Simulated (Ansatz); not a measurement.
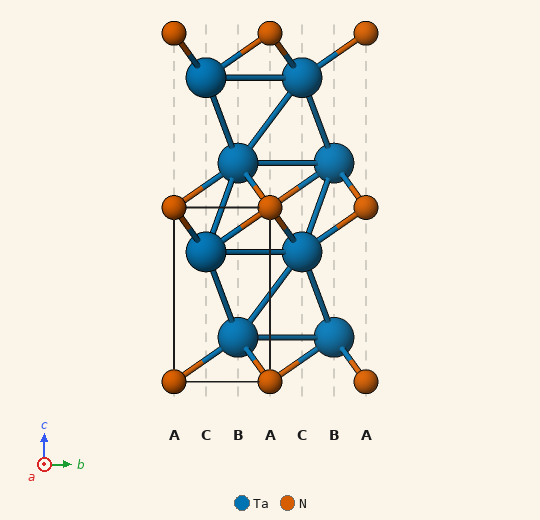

The picture looks along a close-packed row of the hexagonal mesh; c points upwards. The dashed lines mark the three columns A (0, 0), B (1/3, 2/3) and C (2/3, 1/3). The sequence starts with the first layer at or above the cell's origin.

Ta2N: coordinates from a relaxation with DFT PBE, scalar-relativistic, plane waves, PAW in Ansatz 0.2.0; the starting structure was generated, so it need not be a known form of this composition.

### Read off the stacking sequence over one period.

N(A) – Ta(B) – Ta(C) (three layers in 4.88 Å).
